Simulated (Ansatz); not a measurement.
**Single-point calculation of B24HN23 (charge −1) (part 2 of 2)**

B24HN23 (defect cell, 48 atoms in the cell, total charge −1); DFT PBE, scalar-relativistic, plane waves, PAW, spin-polarised (Ansatz 0.2.0); cutoff 420 eV, 2×2×2 k-mesh, Gaussian smearing of 0.05 eV, collinear spins. The structure derives from an entry of the Crystallography Open Database.

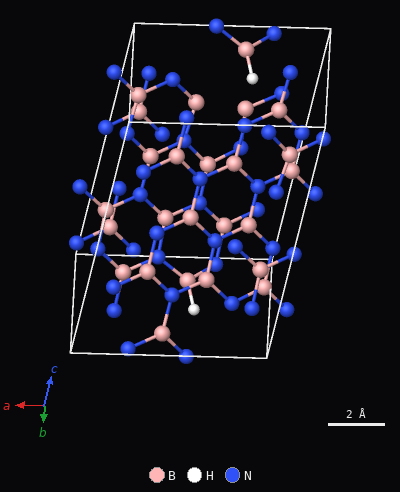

Figure 1. The structure as given in the input (ball-and-stick view of the cell of the calculation, seen at an oblique angle; bonded neighbours outside the cell are drawn too). An atom can appear more than once, as a periodic image.

Output, continued:
```
  k-point 0 ↑: bands = ["-13.2653", "-12.7337", "-11.7372", "-11.7323", "-11.7303", "-11.7270", "-11.6707", "-11.6693", "-11.4438", "-11.4221", "-11.3563", "-11.3287", "-11.1159", "-10.5845", "-10.1175", "-10.1089", "-10.1064", "-9.8141", "-9.6703", "-9.5266", "-9.5176", "-9.4916", "-9.0989", "-4.4388", "-4.4312", "-4.4219", "-4.1008", "-3.9229", "-3.8863", "-3.4682", "-3.4651", "-2.9317", "-2.7754", "-2.7084", "-2.6809", "-2.4794", "-2.2455", "-2.0700", "-1.6174", "-1.0627", "-1.0538", "-1.0401", "-1.0325", "-1.0301", "-1.0256", "-0.7537", "-0.6839", "-0.6668", "-0.3213", "-0.2249", "0.3288", "0.3365", "0.3440", "0.3481", "0.4212", "0.5105", "0.5427", "0.5578", "0.5624", "0.5680", "0.5720", "0.5848", "0.6379", "0.6831", "0.8067", "0.8550", "0.8770", "0.9776", "1.1213", "1.1419", "1.2122", "1.2505", "1.3103", "1.4849", "1.5712", "1.6989", "1.8542", "2.4015", "2.4980", "2.8439", "2.9084", "3.0554", "3.1640", "3.1700", "3.3392", "3.5385", "3.5863", "3.8953", "4.1022", "4.2653", "4.3989", "4.4082", "4.7213", "5.3215", "8.7119", "8.9917", "9.1762", "9.2215", "9.3130", "9.3464", "9.3567", "9.5378", "9.7584", "10.0448", "10.2892", "10.7073", "11.1535", "12.0732", "12.2905", "12.3944", "12.4277", "12.4609", "12.5932", "12.6430", "12.6953", "12.8020", "12.8518", "12.9352", "13.0705", "13.1526", "14.1596", "14.3590", "14.4410", "14.4663", "14.5932", "14.6533", "14.8506", "14.9718", "15.1471", "15.3127", "15.3904", "15.4721", "15.5409", "15.5828", "15.7311", "15.8446", "16.0654", "16.1369", "16.1578", "16.3676", "16.4707", "16.6252", "16.8369"]
  k-point 1 ↑: bands = ["-12.9043", "-12.8230", "-12.4800", "-12.2165", "-12.0622", "-12.0597", "-11.6736", "-11.4771", "-10.7969", "-10.7941", "-10.7529", "-10.7487", "-10.5171", "-10.4280", "-10.2948", "-10.2606", "-10.2471", "-10.1465", "-9.8951", "-9.8404", "-9.8339", "-9.6759", "-9.4808", "-4.1385", "-4.0872", "-3.8342", "-3.6461", "-3.4533", "-3.1740", "-3.1655", "-3.1375", "-3.1341", "-3.1262", "-3.1172", "-2.8656", "-2.8287", "-2.7618", "-2.4366", "-1.9902", "-1.4118", "-1.3918", "-1.3168", "-1.1207", "-1.0332", "-0.9954", "-0.9800", "-0.9148", "-0.8643", "-0.6315", "-0.6220", "-0.5843", "-0.0672", "0.0284", "0.2522", "0.2591", "0.3037", "0.3112", "0.3576", "0.5743", "0.7178", "0.7600", "0.8127", "0.9739", "1.0824", "1.1714", "1.3141", "1.5295", "1.5396", "1.6012", "1.6597", "1.7003", "1.8192", "1.9414", "2.0538", "2.2704", "2.3629", "2.4038", "2.5096", "2.5366", "2.5500", "2.6162", "2.7314", "2.8071", "2.8348", "2.9110", "2.9948", "3.1067", "3.4785", "3.5904", "3.8642", "4.2132", "4.3758", "4.4119", "5.2683", "8.8646", "9.1711", "9.3373", "9.8369", "9.9688", "10.1285", "10.1645", "10.3720", "10.4231", "10.6313", "10.6407", "10.7165", "10.7268", "10.7930", "10.8695", "10.9094", "11.2065", "11.2581", "11.3876", "12.1095", "12.6758", "12.8798", "13.0141", "13.7971", "14.4198", "14.5744", "14.6895", "14.8107", "14.8757", "14.9141", "14.9658", "14.9869", "15.0213", "15.0424", "15.0730", "15.2158", "15.3504", "15.4231", "15.6147", "15.7031", "15.8281", "15.9219", "15.9521", "16.0771", "16.0901", "16.1282", "16.3050", "16.4517", "16.4995"]
  k-point 2 ↑: bands = ["-12.8499", "-12.8417", "-12.4301", "-12.3477", "-12.0889", "-12.0606", "-11.7262", "-11.2656", "-10.7907", "-10.7866", "-10.7826", "-10.7757", "-10.5048", "-10.4245", "-10.3410", "-10.2849", "-10.2365", "-10.2040", "-9.9049", "-9.8669", "-9.8630", "-9.5787", "-9.4465", "-4.1195", "-4.1149", "-3.7287", "-3.6758", "-3.4919", "-3.1749", "-3.1660", "-3.1507", "-3.1373", "-3.1273", "-3.0940", "-2.8703", "-2.8595", "-2.8042", "-2.5515", "-1.7732", "-1.4117", "-1.4012", "-1.2456", "-1.1024", "-1.0151", "-1.0008", "-0.9304", "-0.8298", "-0.7095", "-0.6220", "-0.6140", "-0.5694", "-0.1841", "-0.0578", "0.2046", "0.2758", "0.2814", "0.2851", "0.3003", "0.3466", "0.4969", "0.6912", "0.7023", "0.8078", "1.1027", "1.3126", "1.5243", "1.5316", "1.5732", "1.5780", "1.6886", "1.6926", "1.8600", "1.8785", "1.9630", "2.0348", "2.1875", "2.2435", "2.3889", "2.3920", "2.4059", "2.7336", "2.8257", "3.0463", "3.1153", "3.2478", "3.3243", "3.3987", "3.6028", "3.6905", "3.7936", "4.0193", "4.2130", "4.4807", "5.3193", "8.5276", "8.9618", "9.3563", "9.8567", "9.9910", "10.1596", "10.1669", "10.3992", "10.4499", "10.5986", "10.6300", "10.7117", "10.8514", "10.8720", "11.0581", "11.1779", "11.4799", "11.5582", "11.6804", "11.8867", "12.2669", "12.6662", "13.1619", "13.5535", "13.8863", "14.0440", "14.1760", "14.1875", "14.3544", "14.4641", "14.5221", "14.9070", "15.1205", "15.2204", "15.2772", "15.4667", "15.5237", "15.6028", "15.6937", "15.7682", "15.9180", "16.0422", "16.0902", "16.1136", "16.1715", "16.2343", "16.2527", "16.3662", "16.4313"]
  k-point 7 ↓: bands = ["-12.8527", "-12.7938", "-12.5405", "-12.2673", "-12.0984", "-12.0627", "-11.6309", "-11.4555", "-10.8143", "-10.8070", "-10.7772", "-10.7650", "-10.4858", "-10.4017", "-10.2747", "-10.2364", "-10.2322", "-10.1656", "-9.8906", "-9.8518", "-9.8349", "-9.6819", "-9.4826", "-4.1422", "-4.0852", "-3.8425", "-3.6482", "-3.4534", "-3.1754", "-3.1608", "-3.1385", "-3.1366", "-3.1280", "-3.1185", "-2.8623", "-2.8206", "-2.7582", "-2.4254", "-1.9653", "-1.4061", "-1.3974", "-1.2326", "-1.0302", "-0.9990", "-0.9844", "-0.8748", "-0.6387", "-0.6148", "-0.5993", "-0.4296", "-0.3534", "-0.1478", "-0.0561", "-0.0283", "0.0263", "0.0783", "0.2462", "0.2611", "0.2969", "0.3162", "0.3485", "0.3892", "0.7398", "1.0311", "1.3662", "1.5277", "1.5374", "1.6487", "1.6823", "1.7120", "1.8789", "1.9174", "1.9499", "1.9978", "2.0131", "2.0865", "2.1073", "2.2448", "2.3704", "2.4130", "2.7115", "2.8708", "3.3124", "3.3593", "3.5148", "3.5278", "3.5798", "3.6459", "3.7290", "3.8949", "3.9600", "4.0767", "4.2036", "5.2490", "9.0142", "9.2489", "9.3231", "9.3666", "9.5853", "10.1336", "10.1874", "10.3100", "10.3392", "10.3728", "10.4943", "10.6698", "10.8531", "10.9554", "11.3178", "11.4681", "11.6593", "11.8202", "12.0127", "12.2623", "12.5139", "12.8079", "13.0011", "13.1773", "13.3952", "13.5587", "13.6310", "13.7774", "13.7813", "13.9190", "14.1618", "15.1036", "15.1384", "15.2384", "15.3309", "15.3784", "15.5091", "15.5340", "15.8180", "15.9849", "16.0070", "16.1207", "16.1587", "16.2812", "16.3859", "16.4053", "16.4341", "16.4887", "16.5097"]
--- Löwdin populations: 48 sites ---
  site symbol       q [e]    m [muB]
     0      B      2.6123    -0.0000
     1      B      2.6287    -0.0000
     2      B      2.6218    -0.0000
     3      B      2.6181    -0.0000
     4      B      2.6152    -0.0000
     5      B      2.6159    -0.0000
     6      B      2.6202    -0.0000
     7      B      2.6259    -0.0000
     8      B      2.6195    -0.0000
     9      B      2.6188    -0.0000
    10      B      2.6257    -0.0000
    11      B      2.6216    -0.0000
    12      B      2.8997     0.0000
    13      B      2.6420    -0.0000
    14      B      2.8967     0.0000
    15      B      2.6502    -0.0000
    16      B      2.6298    -0.0000
    17      B      2.6443     0.0000
    18      B      2.6371     0.0000
    19      B      2.6536    -0.0000
    20      B      2.6416    -0.0000
    21      B      2.6439     0.0000
    22      B      2.6276    -0.0000
    23      B      2.8073    -0.0000
    24      H      0.9725     0.0000
    25      N      5.3459     0.0000
    26      N      5.3382     0.0000
    27      N      5.3268    -0.0000
    28      N      5.3477     0.0000
    29      N      5.3271    -0.0000
    30      N      5.3459    -0.0000
    31      N      5.3463     0.0000
    32      N      5.3465     0.0000
    33      N      5.3381    -0.0000
    34      N      5.3369    -0.0000
    35      N      5.3373     0.0000
    36      N      5.3364     0.0000
    37      N      5.3395     0.0000
    38      N      5.3390     0.0000
    39      N      5.3411     0.0000
    40      N      5.3427     0.0000
    41      N      5.3423     0.0000
    42      N      5.3446     0.0000
    43      N      5.3439     0.0000
    44      N      5.3430     0.0000
    45      N      5.3427     0.0000
    46      N      5.3396     0.0000
    47      N      5.3444     0.0000
  spilling = 0.007268 (of n_electrons = 189.000000)
--- Bader charges: 48 sites ---
  site symbol  charge [e]  shift [e]    m [muB]
     0      B      2.2149     0.0005     0.0000
     1      B      2.2073     0.0005     0.0000
     2      B      2.2088     0.0005     0.0000
     3      B      2.2144     0.0005     0.0000
     4      B      2.2152     0.0005     0.0000
     5      B      2.2160     0.0005     0.0000
     6      B      2.2126     0.0005     0.0000
     7      B      2.2108     0.0005     0.0000
     8      B      2.2126     0.0005     0.0000
     9      B      2.2140     0.0005     0.0000
    10      B      2.2069     0.0005     0.0000
    11      B      2.2115     0.0005     0.0000
    12      B      1.3602     0.0005     0.0000
    13      B      2.1892     0.0005     0.0000
    14      B      1.3593     0.0005     0.0000
    15      B      2.1952     0.0005     0.0000
    16      B      2.1858     0.0005     0.0000
    17      B      2.2002     0.0005     0.0000
    18      B      2.1970     0.0005     0.0000
    19      B      2.1931     0.0005     0.0000
    20      B      2.1933     0.0005     0.0000
    21      B      2.1886     0.0005     0.0000
    22      B      2.1870     0.0005     0.0000
    23      B      2.0570     0.0005     0.0000
    24      H     -0.6556     0.0001     0.0000
    25      N     -2.2348     0.0005     0.0000
    26      N     -2.2040     0.0005     0.0000
    27      N     -2.2563     0.0006     0.0000
    28      N     -2.2300     0.0005     0.0000
    29      N     -2.2565     0.0006     0.0000
    30      N     -2.2491     0.0005     0.0000
    31      N     -2.2350     0.0005     0.0000
    32      N     -2.2309     0.0005     0.0000
    33      N     -2.2430     0.0006     0.0000
    34      N     -2.2051     0.0005     0.0000
    35      N     -2.2425     0.0006     0.0000
    36      N     -2.2348     0.0005     0.0000
    37      N     -2.2319     0.0005     0.0000
    38      N     -2.2364     0.0005     0.0000
    39      N     -2.2315     0.0005     0.0000
    40      N     -2.2358     0.0005     0.0000
    41      N     -2.2336     0.0005     0.0000
    42      N     -2.2345     0.0005     0.0000
    43      N     -2.2340     0.0005     0.0000
    44      N     -2.2339     0.0005     0.0000
    45      N     -2.2356     0.0005     0.0000
    46      N     -2.2319     0.0005     0.0000
    47      N     -2.2342     0.0005     0.0000
  estimated error of the sums over rays = 5.1e-4 e
```

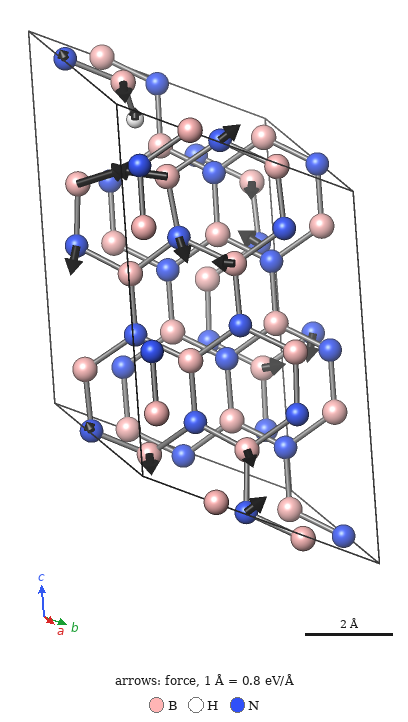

Figure 2. Forces on the atoms as black arrows (ball-and-stick view of the cell of the calculation, seen slightly off an axis); the smallest are left out. The largest act on B13, B15 (1.07 eV/Å); N30 (0.57 eV/Å); N28 (0.52 eV/Å); N27 (0.50 eV/Å), among others. Atoms are counted from 1 in the order of the input and aren't labelled in the picture. The geometry is not a stationary point of this energy.

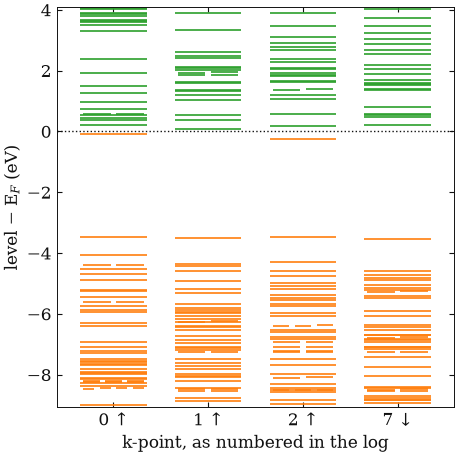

Figure 3. Kohn–Sham levels near the Fermi level (dotted) at the few k-points that the log prints; levels within 0.02 eV of each other stand side by side. The system is metallic on the full mesh.

This output came from the following input.

The input:
```yaml
crystal:
  lattice:
    - [3.74736, -2.163539, -6.6357]
    - [3.74736, -2.163539, 6.6357]
    - [-7.49472, -4.327079, 0.0]
  atoms:
    - { symbol: B, position: [0.7100582709, 0.9570158772, 0.8400657123] }
    - { symbol: B, position: [0.2024996067, 0.4645166964, 0.8405580092] }
    - { symbol: B, position: [0.3771016564, 0.6230837755, 0.6735374982] }
    - { symbol: B, position: [0.8759386276, 0.124573779, 0.6733963326] }
    - { symbol: B, position: [0.0440477964, 0.2896874419, 0.5068942791] }
    - { symbol: B, position: [0.5450263123, 0.7885383127, 0.5066376755] }
    - { symbol: B, position: [0.710424873, 0.9562973427, 0.3398781622] }
    - { symbol: B, position: [0.2089450512, 0.4579375309, 0.3400579602] }
    - { symbol: B, position: [0.369051681, 0.6309254805, 0.1733592112] }
    - { symbol: B, position: [0.8761993031, 0.1239004089, 0.1732601248] }
    - { symbol: B, position: [0.0357902124, 0.2980349071, 0.0068779278] }
    - { symbol: B, position: [0.5403458614, 0.7932814466, 0.0066294794] }
    - { symbol: B, position: [0.6189526604, 0.3343183448, 0.8092053919], spin: 0.2 }
    - { symbol: B, position: [0.1318085571, 0.8757875168, 0.8258469877] }
    - { symbol: B, position: [0.3330105115, 0.0474903001, 0.6659441283], spin: 0.2 }
    - { symbol: B, position: [0.8012293748, 0.5340571322, 0.6579285358] }
    - { symbol: B, position: [0.9755359014, 0.7092279361, 0.4953572369] }
    - { symbol: B, position: [0.4676325969, 0.1993454883, 0.4865730357] }
    - { symbol: B, position: [0.630720318, 0.3755293592, 0.3262488555] }
    - { symbol: B, position: [0.1322171751, 0.8664170033, 0.323775017] }
    - { symbol: B, position: [0.2906136631, 0.036906907, 0.1565720825] }
    - { symbol: B, position: [0.7908535057, 0.5354145345, 0.1555371698] }
    - { symbol: B, position: [0.9567508531, 0.6922915869, -0.0135330783] }
    - { symbol: B, position: [0.4253310264, 0.2417836616, 0.0024314342], spin: 0.2 }
    - { symbol: H, position: [0.3621605584, 0.3053987382, 0.9058400986], spin: 0.2 }
    - { symbol: "N", position: [0.9651049659, 0.702185156, 0.8238865026] }
    - { symbol: "N", position: [0.1529456844, 0.8805606766, 0.6647932845] }
    - { symbol: "N", position: [0.6343493976, 0.3613789747, 0.6548423282] }
    - { symbol: "N", position: [0.8044840631, 0.5400441827, 0.4935202518] }
    - { symbol: "N", position: [0.3053627785, 0.0327859896, 0.490484857] }
    - { symbol: "N", position: [0.4614316997, 0.2054824639, 0.3226232484] }
    - { symbol: "N", position: [0.9651033012, 0.7014787191, 0.3237407353] }
    - { symbol: "N", position: [0.1251680753, 0.8641653313, 0.1548105135] }
    - { symbol: "N", position: [0.6188172159, 0.3819123446, 0.159819845] }
    - { symbol: "N", position: [0.7850605621, 0.5151378484, -0.0185156909] }
    - { symbol: "N", position: [0.2848256942, 0.0483331585, -0.0072015763] }
    - { symbol: "N", position: [0.8746078752, 0.1260034992, 0.8400599955] }
    - { symbol: "N", position: [0.3725647756, 0.6274437164, 0.8400591525] }
    - { symbol: "N", position: [0.5461163832, 0.7874089307, 0.6733366599] }
    - { symbol: "N", position: [0.0409653859, 0.2930711019, 0.6736152716] }
    - { symbol: "N", position: [0.2114665649, 0.4555037367, 0.5067473575] }
    - { symbol: "N", position: [0.7121497936, 0.9549563766, 0.5067090268] }
    - { symbol: "N", position: [0.8783339525, 0.1219484604, 0.3400465974] }
    - { symbol: "N", position: [0.3749647767, 0.625291317, 0.3400007013] }
    - { symbol: "N", position: [0.5398018256, 0.7936146944, 0.1733022728] }
    - { symbol: "N", position: [0.0403326813, 0.2932379996, 0.1734164316] }
    - { symbol: "N", position: [0.1948683956, 0.4719877442, 0.0073782441] }
    - { symbol: "N", position: [0.709330672, 0.9574631658, 0.0066313259] }
magnetization:
  spin_polarized: true
total_charge: -1
basis:
  ecutwfc: 420
  fft_grid_basis: typed
kpoints:
  mp_grid: { grid: [2, 2, 2] }
hamiltonian:
  xc: pbe
  pseudopotentials: { kind: paw }
scf:
  occupations: { method: gaussian, width: 0.05 }
output:
  forces: true
  stress: false
  eigenvalues: true
  bader: true
  write_density: true
  volumetric_format: npy
  populations: true
```

Run as:
```bash
ansatz run input.yaml --threads 4 --pin off --max-ram 10240MiB --backend cpu --events-out ev --progress --plain --runs-dir out
```

Results in brief:

```csv
quantity,value
outcome,converged
electrons treated,189
free energy,−12634.6881 eV
Fermi energy,8.786 eV
gap on the k-point mesh,none (metallic)
net moment of the cell,0.00 μB
integrated absolute moment,0.00 μB
largest force (length of the vector),1.069 eV/Å
hardware,"4 threads of Arm Neoverse V2, 24 GiB of memory available, shared host"
wall time,2.5 min (CPU time 9.9 min)
peak memory,1.9 GiB
```

Warnings of the run: some starting moments were not kept. The cell is charged and computed with a neutralising background, so its energy and pressure depend on the cell and aren't those of a real crystal.
